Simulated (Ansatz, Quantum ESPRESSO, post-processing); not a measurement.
# Ballistic transmission: 3 layers of Li in Ca(100), on the host's sites, part 3 of 3

Wanted: the transmission near the Fermi level and the conductance of this junction: 3 layers of Li in Ca(100), on the host's sites.

Quantum ESPRESSO 7.5; plane-wave DFT, LDA, GBRV ultrasoft pseudopotentials; cross-check by Ansatz 0.2.0 with PAW datasets.

So far. Step 2 (Ground state): The run needed 38 iterations to bring the estimated error under 1e-07 Ry; the largest force on any atom, held or free, is 0.19 eV/Å. Step 3 (Transmission with pwcond.x): At no point does T exceed the number of channels.

**4. Transmission with pwcond.x, with epsproj = 0.01**

Level of this step: transmission by pwcond, lead and junction from one cell; plane-wave DFT, LDA, GBRV ultrasoft pseudopotentials (Quantum ESPRESSO).

How much does a setting matter? One run is repeated with a change.

Input file cond.w.in:

```
&inputcond
  outdir = './out'
  prefixt = 'scf'
  tran_file = 'cond.w.dat'
  bdl = 1.4142135624
  bds = 10.2192082206
  ikind = 1
  ewind = 4.0
  epsproj = 0.01
  nz1 = 7
  energy0 = 0.4
  denergy = -0.4
/
28
  0.00000000 0.00000000 0.00694444
  0.00000000 0.08333333 0.02777778
  0.00000000 0.16666667 0.02777778
  0.00000000 0.25000000 0.02777778
  0.00000000 0.33333333 0.02777778
  0.00000000 0.41666667 0.02777778
  0.00000000 0.50000000 0.01388889
  0.08333333 0.08333333 0.02777778
  0.08333333 0.16666667 0.05555556
  0.08333333 0.25000000 0.05555556
  0.08333333 0.33333333 0.05555556
  0.08333333 0.41666667 0.05555556
  0.08333333 0.50000000 0.02777778
  0.16666667 0.16666667 0.02777778
  0.16666667 0.25000000 0.05555556
  0.16666667 0.33333333 0.05555556
  0.16666667 0.41666667 0.05555556
  0.16666667 0.50000000 0.02777778
  0.25000000 0.25000000 0.02777778
  0.25000000 0.33333333 0.05555556
  0.25000000 0.41666667 0.05555556
  0.25000000 0.50000000 0.02777778
  0.33333333 0.33333333 0.02777778
  0.33333333 0.41666667 0.05555556
  0.33333333 0.50000000 0.02777778
  0.41666667 0.41666667 0.02777778
  0.41666667 0.50000000 0.02777778
  0.50000000 0.50000000 0.00694444
3
```

The run is started by

```sh
OMP_NUM_THREADS=1 mpirun -n 4 pwcond.x -in cond.w.in > cond.w.out
```

Numbers of over 12 decimals in the logs are rounded to 6 here.

Log:

```text
[banner, memory and clock lines left out]
Program PWCOND v.7.5 starts
[citation notice left out]

[...]
./out/scf.save/

     IMPORTANT: XC functional enforced from input :
     Exchange-correlation= PZ
                           (   1   1   0   0   0   0   0)
     Any further DFT definition will be discarded
     Please, verify this is what you really want

     Check: negative core charge=   -0.000001
     Reading collected, re-writing distributed wavefunctions

===== INPUT FILE containing all the regions =====

     GEOMETRY:

     lattice parameter (alat)  =       7.3760  a.u.
     the volume                =    4100.9652 (a.u.)^3
     the cross section         =      54.4059 (a.u.)^2
     l of the unit cell        =      10.2192 (alat)
     number of atoms/cell      =           16
     number of atomic types    =            2

     crystal axes: (cart. coord. in units of alat)
               a(1) = (  1.0000  0.0000  0.0000 )
               a(2) = (  0.0000  1.0000  0.0000 )
               a(3) = (  0.0000  0.0000 10.2192 )

   Cartesian axes

     site n.     atom                  positions (alat units)
          1        Ca     tau(  1)=(  0.0000  0.0000 10.2192  )
          2        Ca     tau(  2)=(  0.5000  0.5000  0.7071  )
          3        Ca     tau(  3)=(  0.0000  0.0000  1.4142  )
          4        Ca     tau(  4)=(  0.5000  0.5000  2.1213  )
          5        Ca     tau(  5)=(  0.0000  0.0000  2.8284  )
          6        Ca     tau(  6)=(  0.5000  0.5000  3.5355  )
          7        Li     tau(  7)=(  0.0000  0.0000  4.0602  )
          8        Li     tau(  8)=(  0.5000  0.5000  4.4025  )
          9        Li     tau(  9)=(  0.0000  0.0000  4.7448  )
         10        Ca     tau( 10)=(  0.5000  0.5000  5.2695  )
         11        Ca     tau( 11)=(  0.0000  0.0000  5.9766  )
         12        Ca     tau( 12)=(  0.5000  0.5000  6.6837  )
         13        Ca     tau( 13)=(  0.0000  0.0000  7.3908  )
         14        Ca     tau( 14)=(  0.5000  0.5000  8.0979  )
         15        Ca     tau( 15)=(  0.0000  0.0000  8.8050  )
         16        Ca     tau( 16)=(  0.5000  0.5000  9.5121  )

     nr1s                      =           30
     nr2s                      =           30
     nr3s                      =          320
     nr1sx                     =           30
     nr2sx                     =           30
     nr3sx                     =          320
     nr1                       =           36
     nr2                       =           36
     nr3                       =          360
     nr1x                      =           36
     nr2x                      =           36
     nr3x                      =          360

 _______________________________
  Radii of nonlocal spheres:

     type       ibeta     ang. mom.          radius (alat units)
       Ca         1         0                    0.2728
       Ca         2         0                    0.2728
       Ca         3         1                    0.2728
       Ca         4         1                    0.2728
       Ca         5         2                    0.2728
       Ca         6         2                    0.2728
       Li         1         0                    0.2734
       Li         2         0                    0.2734
       Li         3         0                    0.2734
       Li         4         1                    0.2734
       Li         5         1                    0.2734
----- General information -----

--- T calc. with identical leads (ikind=1) ---

     nrx                       =           30
     nry                       =           30
     nz1                       =            7

     energy0               =         4.0E-01
     denergy               =        -4.0E-01
     nenergy               =          3
     ecut2d                =         4.0E+01
     ewind                 =         4.0E+00
     epsproj               =         1.0E-02

     number of k_|| points=   28
                       cryst. coord.
        k(    1) = (   0.0000000   0.0000000), wk =   0.0069444
        k(    2) = (   0.0000000   0.0833333), wk =   0.0277778
[...]
k(   28) = (   0.5000000   0.5000000), wk =   0.0069444
----- Information about left/right lead -----

     nocros                   =           18
     noins                    =           18
     norb                     =           54
     norbf                    =          243
     nrz                      =           44

      iorb      type   ibeta   ang. mom.   m       position (alat)
        1        1       1        0        1   taunew(   1)=(  0.0000  0.0000  0.0000)
        2        1       2        0        1   taunew(   2)=(  0.0000  0.0000  0.0000)
[...]
54        1       6        2        5   taunew(  54)=(  0.0000  0.0000  1.4142)
    k slab    z(k)  z(k+1)     crossing(iorb=1,norb)
    1   0.0000 0.0321 0.0321   111111111111111111000000000000000000000000000000000000
    2   0.0321 0.0643 0.0321   111111111111111111000000000000000000000000000000000000
[...]
44   1.3821 1.4142 0.0321   000000000000000000000000000000000000111111111111111111
----- Information about scattering region -----

     noins                    =          207
     norb                     =          243
     norbf                    =          243
     nrz                      =          276

      iorb      type   ibeta   ang. mom.   m       position (alat)
        1        1       1        0        1   taunew(   1)=(  0.0000  0.0000 -0.0000)
        2        1       2        0        1   taunew(   2)=(  0.0000  0.0000 -0.0000)
[...]
243        1       6        2        5   taunew( 243)=(  0.0000  0.0000  8.8050)
 ngper, shell number =          177          27
 ngper, n2d =          177          46
---  E-Ef =    0.4000000  k =    0.0000000   0.0000000
---  ie =          1  ik =          1
 Nchannels of the left tip =            0
 Right moving states:
   k1(2pi/a)   k2(2pi/a)   E-Ef (eV)
 Left moving states:
   k1(2pi/a)   k2(2pi/a)   E-Ef (eV)

 to transmit
          E-Ef(ev), T =    0.4000000   0.0000000
---  E-Ef =    0.0000000  k =    0.0000000   0.0000000
---  ie =          2  ik =          1
 Nchannels of the left tip =            0
 Right moving states:
   k1(2pi/a)   k2(2pi/a)   E-Ef (eV)
 Left moving states:
   k1(2pi/a)   k2(2pi/a)   E-Ef (eV)

 to transmit
          E-Ef(ev), T =    0.0000000   0.0000000
---  E-Ef =   -0.4000000  k =    0.0000000   0.0000000
---  ie =          3  ik =          1
 Nchannels of the left tip =            0
 Right moving states:
   k1(2pi/a)   k2(2pi/a)   E-Ef (eV)
 Left moving states:
   k1(2pi/a)   k2(2pi/a)   E-Ef (eV)

 to transmit
          E-Ef(ev), T =   -0.4000000   0.0000000
 ngper, shell number =          177          96
 ngper, n2d =          177          46
[... further energies and points left out ...]
---  E-Ef =    0.4000000  k =    0.5000000   0.5000000
---  ie =          1  ik =         28
 Nchannels of the left tip =            0
 Right moving states:
   k1(2pi/a)   k2(2pi/a)   E-Ef (eV)
 Left moving states:
   k1(2pi/a)   k2(2pi/a)   E-Ef (eV)

 to transmit
          E-Ef(ev), T =    0.4000000   0.0000000
---  E-Ef =    0.0000000  k =    0.5000000   0.5000000
---  ie =          2  ik =         28
 Nchannels of the left tip =            2
 Right moving states:
   k1(2pi/a)   k2(2pi/a)   E-Ef (eV)
   0.3502682   0.0000094   0.0000000
   0.3518282  -0.0000000   0.0000000
 Left moving states:
   k1(2pi/a)   k2(2pi/a)   E-Ef (eV)
  -0.3502682   0.0000094   0.0000000
  -0.3518282  -0.0000000   0.0000000

 to transmit
 Band j to band i transmissions and reflections:
    j         i     |T_ij|^2    |R_ij|^2

    1 -->     1     0.00293     0.99707
    1 -->     2     0.00000     0.00000
   Total T_j, R_j =    0.00293  0.99707

    2 -->     1     0.00000     0.00000
    2 -->     2     0.00029     0.99971
   Total T_j, R_j =    0.00029  0.99971

E-Ef(ev), T(x2 spins) =    0.0000000   0.0064380
---  E-Ef =   -0.4000000  k =    0.5000000   0.5000000
---  ie =          3  ik =         28
 Nchannels of the left tip =            2
 Right moving states:
   k1(2pi/a)   k2(2pi/a)   E-Ef (eV)
   0.1376382   0.0000094  -0.4000000
   0.1402731  -0.0000000  -0.4000000
 Left moving states:
   k1(2pi/a)   k2(2pi/a)   E-Ef (eV)
  -0.1376382   0.0000094  -0.4000000
  -0.1402731  -0.0000000  -0.4000000

 to transmit
 Band j to band i transmissions and reflections:
    j         i     |T_ij|^2    |R_ij|^2

    1 -->     1     0.00062     0.99938
    1 -->     2     0.00000     0.00000
   Total T_j, R_j =    0.00062  0.99938

    2 -->     1     0.00000     0.00000
    2 -->     2     0.00009     0.99991
   Total T_j, R_j =    0.00009  0.99991

E-Ef(ev), T(x2 spins) =   -0.4000000   0.0014105
   T_tot     0.40000      0.19924E+01
   T_tot     0.00000      0.18899E+01
   T_tot    -0.40000      0.14144E+01

[...]
```

Run time: 98 s. Hardware: 4 MPI ranks of Arm Neoverse V2, shared host; peak memory 0.26 GiB; 6.5 min of CPU time.

The changed values were drawn from a wide range, not chosen for quality; the comparison shows what they did here together.

Beside the run it was changed from:

```csv
quantity,this run,unchanged run,difference
"transmission at the Fermi level, one spin",0.9450,0.9157,0.029
"lead channels at the Fermi level, one spin",1.431,1.431,0
wall time (s),98,216,
```

Over all energies T moves by up to 0.032, at 0.4 eV.

The physical values in this table move by up to 3.2 %.

**5. Cross-check with Ansatz**

As a check, the same structure is run in Ansatz.

Level of this step: plane-wave DFT, LDA, Ansatz PAW (Ansatz 0.2.0).

Input file input.yaml:

```yaml
crystal:
  lattice:
    - [3.9032294321, 0.0, 0.0]
    - [0.0, 3.9032294321, 0.0]
    - [0.0, 0.0, 39.8879143037]
  atoms:
    - { symbol: Ca, position: [0.0, 0.0, 0.0] }
    - { symbol: Ca, position: [0.5, 0.5, 0.0691938911] }
    - { symbol: Ca, position: [0.0, 0.0, 0.1383877823] }
    - { symbol: Ca, position: [0.5, 0.5, 0.2075816734] }
    - { symbol: Ca, position: [0.0, 0.0, 0.2767755645] }
    - { symbol: Ca, position: [0.5, 0.5, 0.3459694557] }
    - { symbol: Li, position: [0.0, 0.0, 0.3973129705] }
    - { symbol: Li, position: [0.5, 0.5, 0.4308061089] }
    - { symbol: Li, position: [0.0, 0.0, 0.4642992473] }
    - { symbol: Ca, position: [0.5, 0.5, 0.515642762] }
    - { symbol: Ca, position: [0.0, 0.0, 0.5848366532] }
    - { symbol: Ca, position: [0.5, 0.5, 0.6540305443] }
    - { symbol: Ca, position: [0.0, 0.0, 0.7232244355] }
    - { symbol: Ca, position: [0.5, 0.5, 0.7924183266] }
    - { symbol: Ca, position: [0.0, 0.0, 0.8616122177] }
    - { symbol: Ca, position: [0.5, 0.5, 0.9308061089] }
kpoints:
  mp_grid: { grid: [6, 6, 1] }
hamiltonian:
  xc: lda
scf:
  occupations: { method: fermi_dirac, width: 0.1 }
  convergence: { dr2_threshold: 1.0e-08 }
output:
  transmission: { leads: [[0, 2]], e_range: [-0.4, 0.4], de: 0.4, kmesh: [12, 12] }
  write_potential: true
  write_density: true
  volumetric_format: npy
  elf: true
```

The run is started by

```sh
ansatz run input.yaml --threads 4 --pin off --max-ram 8192MiB --backend cpu --events-out ev --progress --plain --runs-dir out
```

Log:

```text
Engine: ansatz 0.2.0, aarch64-unknown-linux-gnu
Pseudopotentials: kind: paw
Pseudopotential: Ca, paw, valence charge 10, recommended cutoff 420 eV (normal), Ca.paw.azcp
Pseudopotential: Li, paw, valence charge 3, recommended cutoff 420 eV (normal), Li.paw.azcp
Functional definition: SPW92
  exchange = slater_x
  correlation = pw_c
Crystal: 16 atoms, lattice volume = 607.700 Å³
Basis set: ecut = 420 eV, 11989 PW (Γ)
Bands: 86, of which v1, the nominal top of the filled ones, is band 70 counted from 1 (69 counted from 0)
Symmetry: 16 space group operations
Space group: P4/mmm (ITA 123), of the structure as read, at distance tolerance 8.5e-5 Å
k-points: 10 of 36
Non-local potential: Ca, projectors of the file, l = 0: 3, l = 1: 2, l = 2: 2
Non-local potential: Li, projectors of the file, l = 0: 3, l = 1: 2, l = 2: 1
PAW form: soft (Blöchl's): semilocal exchange-correlation on the pseudo side does not see the compensation charge
PAW frozen core: Ca, regenerated for the run's functional, and the local potential with it (the file was generated under x = pbe(κ = 0.804, μ = 0.219515), c = pbe(β = 0.066725))
PAW one-centre angular grid: Ca, 110 points (default); XC on 64 Gauss nodes
PAW one-centre angular grid: Li, 110 points (default); XC on 64 Gauss nodes
Initial density: superposition of atomic densities (neutral atoms: chi_scale 0, normalization atom), corrected by the library's trained network
Initial wavefunctions: pseudopotential atomic-orbital guess
Functional: x = slater, c = lda
SCF iter   1: F=—  HF=-23648.676989 eV  |F-HF|=—  |Δ(HF+E_count)|=         —  Δρ=4.75e-3  dr2=1.31e1  ethr=1.77e-3  ⟨swp⟩=16.7  Hψ=5258  notcnv=0
preconditioner: auto → Kerker (q_TF=auto, 2.134 Å⁻¹)  [metal: Δε(μ)=0.020 eV  Ē_g=2.098 eV  σ=0.100 eV  W_gap=0.05  n_scr=94 (ndim 8)  ℏωp=8.1 eV  f_vac=0.000  D(μ)=20.23/eV (n_scr^D=166)]
SCF iter   2: F=—  HF=-23648.602086 eV  |F-HF|=—  |Δ(HF+E_count)|=   7.49e-2  Δρ=2.26e-3  dr2=1.67e0  ethr=1.77e-3  ⟨swp⟩=1.1  Hψ=991  notcnv=0
SCF iter   3: F=—  HF=-23648.590067 eV  |F-HF|=—  |Δ(HF+E_count)|=   1.20e-2  Δρ=5.43e-4  dr2=2.04e-2  ethr=1.20e-3  ⟨swp⟩=1.0  Hψ=860  notcnv=0
SCF iter   4: F=—  HF=-23648.590452 eV  |F-HF|=—  |Δ(HF+E_count)|=   3.85e-4  Δρ=1.53e-4  dr2=4.90e-4  ethr=1.47e-5  ⟨swp⟩=1.7  Hψ=932  notcnv=0
SCF iter   5: F=—  HF=-23648.590467 eV  |F-HF|=—  |Δ(HF+E_count)|=   1.46e-5  Δρ=3.65e-5  dr2=3.53e-5  ethr=3.53e-7  ⟨swp⟩=2.8  Hψ=1096  notcnv=0
SCF iter   6: F=—  HF=-23648.590469 eV  |F-HF|=—  |Δ(HF+E_count)|=   2.00e-6  Δρ=9.37e-6  dr2=9.54e-6  ethr=2.54e-8  ⟨swp⟩=2.1  Hψ=1103  notcnv=0
SCF iter   7: F=—  HF=-23648.590973 eV  |F-HF|=—  |Δ(HF+E_count)|=   5.04e-4  Δρ=2.83e-6  dr2=2.37e-7  ethr=6.86e-9  ⟨swp⟩=1.2  Hψ=862  notcnv=0
SCF iter   8: F=—  HF=-23648.590973 eV  |F-HF|=—  |Δ(HF+E_count)|=   1.38e-8  Δρ=8.26e-7  dr2=2.13e-8  ethr=1.71e-10  ⟨swp⟩=3.2  Hψ=1262  notcnv=0
SCF iter   9: F=-23648.590973 eV  HF=-23648.590973 eV  |F-HF|=1.78e-9  |Δ(HF+E_count)|=   5.28e-8  Δρ=2.62e-7  dr2=2.07e-9  ethr=7.19e-12  ⟨swp⟩=8.5  Hψ=2226  notcnv=0
SCF 1 converged in 9 iterations: F = -23648.590973 eV  dr2 = 2.07e-9
  greatest PAW one-centre occupation: 1.000 electrons in one spin orbital (limit 2), on the Li atom at site 8 (counted from 0), in its partial waves of l = 0
transmission: 170 of 1680 steps passed
transmission: 338 of 1680 steps passed
[...]
transmission: 1680 of 1680 steps passed
SCF converged after 9 iterations
Free energy (F): -23648.590973 eV
Harris-Foulkes:  -23648.590973 eV  (|F-HF|=1.78e-9)
Internal energy: -23647.936425 eV  (E = F + TS)
E sigma→0 (E₀):  -23648.263699 eV
Entropy (-TS):   -0.654547 eV (-40.909 meV/atom)
Fermi energy:    4.378468 eV
--- Per-component energies (eV) ---
  E_band       = -2569.809426
  E_kinetic    = 3637.860338
  E_local      = -12526.529824  (includes V_loc(G=0)·N_el)
  E_nonlocal   = 773.153189
  E_hartree    = 4328.243699
  E_xc         = -1765.837823
  E_vxc        = -2220.298282  (∫ρ·V_xc dr)
  E_paw        = -10665.344629  (= ΣΔE_a)
  E_vpaw       = -890.484106  (= ΣTr[D̂ρ^β])
  E_aug_tail   = -0.000040  (compensation charges beyond the density's cutoff)
  E_ewald      = -7433.162492
  E_core_change = 3.681155  (= ΣΔE_core)
  E_smearing   = -0.654547  (= −TS)
  E_closure    = -0.000000  (closes the sum)
  Σ components = -23648.590973   (vs F -23648.590973, Δ=0.00e0)
--- Band table (eV; the first three rows and the last of 10) ---
  k-point 0: bands = [... 66 lower, 3.3992, 3.4831, 3.8312, 4.4961, 4.8908, 4.9405, 5.0217, 5.1331, ... 12 higher]
  k-point 1: bands = [... 66 lower, 3.6485, 3.7192, 4.0865, 4.6100, 4.8618, 4.9045, 4.9562, 5.0553, ... 12 higher]
  k-point 2: bands = [... 66 lower, 4.1787, 4.1801, 4.1845, 4.3089, 4.3169, 4.4386, 4.4417, 4.6896, ... 12 higher]
  k-point 9: bands = [... 66 lower, 4.3802, 4.4362, 4.5061, 4.5229, 4.8770, 4.8770, 4.8874, 4.8874, ... 12 higher]
--- Transmission ---
  basis      : 137 plane waves across, 60 finite elements along
  points     : 28, standing for a mesh of 12 x 12
  energies   : 3 from -0.400000 to 0.400000 eV about the Fermi level, 0.400000 eV apart; the leads are filled to 0.000000 eV, and channels, transmission and decay are at 0.000000 eV
  crystal 0  : Ca2, at the sites [0, 2], period 5.5200 Å, over 35.88 Å; its Hamiltonian steps by up to 1.1 meV
    offset         : up to 0.0000 Å between an atom of the period and one for which it stands
    channels       : 1.430556e0 a spin
    conductance    : none, the energies end too early or step too widely for 300 K: set another output.transmission.e_range or a lower de, or, where they end at an eighth of basis.ecutwfc, a higher one
    slowest decay  : 0.0551 /Å at (0.1667, 0.1667)
  junction   : crystal 0 to crystal 0, -2.08 to 32.29 Å
    transmission   : 9.285088e-1 a spin
    conductance    : none, the energies end too early or step too widely for 300 K: set another output.transmission.e_range or a lower de, or, where they end at an eighth of basis.ecutwfc, a higher one
```

The job ended after 57 s (4 threads; peak memory 1.3 GiB).

Numbers from this step:

* free energy: -23648.5910 eV
* energy at zero smearing: -23648.2637 eV
* smearing term TS: 0.6545 eV
* Fermi energy: 4.378 eV
* symmetry operations: 16
* transmission at the Fermi level, one spin: 0.9285
* step of the lead's Hamiltonian over a period: 1.1 meV

Per spin; mean over the k mesh across the current. Transmission, zone mean against energy, zero at the Fermi level:

```csv
energy (eV),"transmission, zone mean"
-0.400,0.726
0.000,0.929
0.400,0.999
```

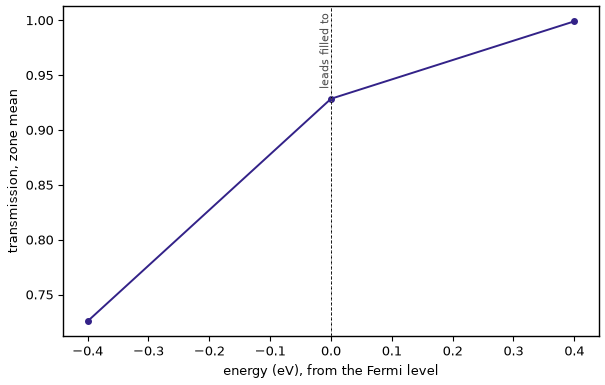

Transmission, zone mean against energy.

Per spin; mean over the k mesh across the current. The open channels, zone mean by energy, zero at the Fermi level:

```csv
energy (eV),"open channels, zone mean"
-0.400,0.903
0.000,1.43
0.400,1.33
```

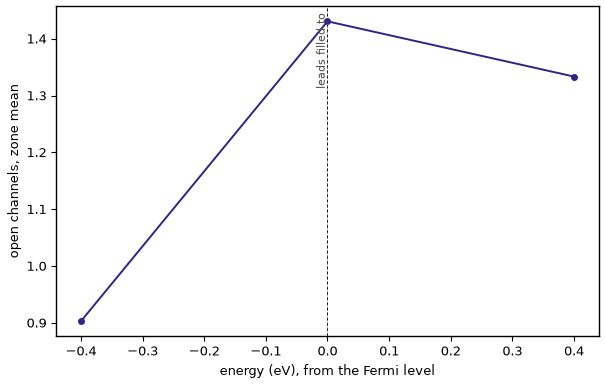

Open channels, zone mean, plotted against energy.

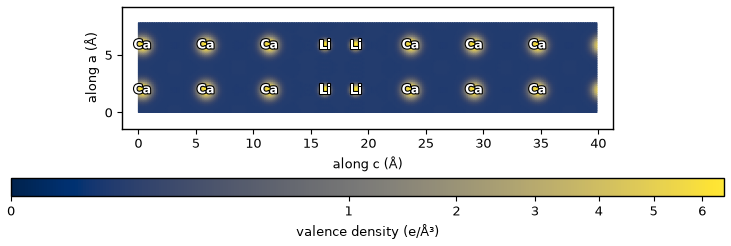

Valence density in the ca plane at fractional y = 0.000, with atoms of Ca and Li within 0.2 Å of it. It is the smooth field of the valence electrons, not physical close to the nuclei. The map starts off the cell's origin, so that atoms lie inside it. The colour scale is stretched toward low values.

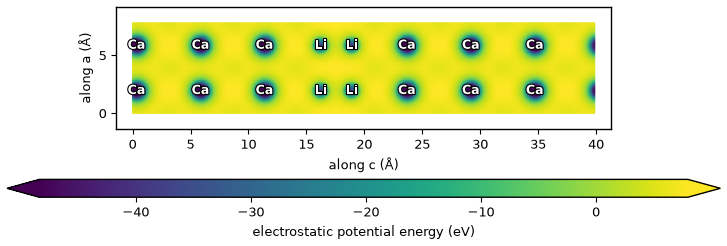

Electrostatic potential energy in the ca plane at fractional y = 0.000, with atoms of Ca and Li within 0.2 Å of it. With pseudopotentials it is smooth inside the atoms' cores, unlike the true potential. The map starts off the cell's origin, so that atoms lie inside it.

Ansatz finds T = 0.929 against pwcond's 0.916.

**6. All levels side by side**

All levels:

```csv
step,T at the Fermi level (per spin),conductance (G0),r.m.s. T(E) from the first,CPU time of the step (s),peak memory (GiB)
Ansatz,0.9285,-,0,193.8,1.338
pwcond,0.9157,0.9157,0.02452,862.5,0.52
"pwcond, changed setting",0.945,0.945,0.0144,390.2,0.26
```

Per spin; mean over the k mesh across the current. Transmission, zone mean against energy, zero at the Fermi level:

```csv
energy (eV),Ansatz,pwcond,"pwcond, changed setting"
-0.400,0.726,0.706,0.707
0.000,0.929,0.916,0.945
0.400,0.999,0.964,0.996
```

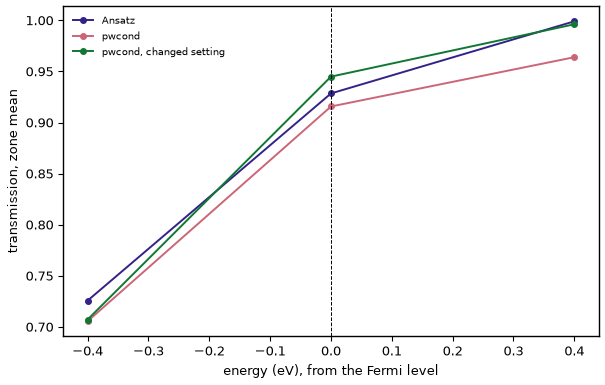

Transmission, zone mean, plotted against energy.

**7. Worked from the printed numbers**

The Landauer sum over the mesh, Σ w T = 0.0556 × 1.66 + 0.0556 × 1.49 + 0.0556 × 1.4 + … = 0.9157.

G = 0.916 × 77.48 µS = 71 µS a cell. Times the area of 15.235 Å², the resistance-area product is A/G = 2.15 fΩ m², the leads' contact resistance included.

**8. Outcome**

```
conductance from T at the Fermi level, a cell (G₀ = 2e²/h) : 0.916 G₀
conductance per area                                       : 466 S/μm²
lead channels per spin                                     : 1.43
the same conductance by Ansatz                             : 0.929 G₀
```

The junction conducts 0.916 G₀ a cell at the Fermi level (LDA, GBRV ultrasoft). At the Fermi level the junction passes 64 % of what the leads offer. At the Fermi level pwcond and Ansatz differ by 1.4 %, a close match. The mean rests on 28 distinct points, the heaviest weighing 0.06, and the mesh was not tested, so even the second digit is unsure. Over -0.4 to 0.4 eV, T lies between 0.71 and 0.96 per spin. The geometry is as built, not relaxed, and the leads are short.

[Logs are printed without paths, hosts, clocks, repeated set-up lines and the standing remarks that a program may print on its own settings, such as how far it seeks lower states.]

[Hosts, paths, dates, database ids (printed as entryN), source tags and the programs' standing remarks are cut or masked in the printed files.]

[Maps of the electrostatic potential energy from Ansatz leave out the sawtooth potential of an applied field or a dipole correction, so their vacuum need not be flat; planar profiles and work functions include it.]
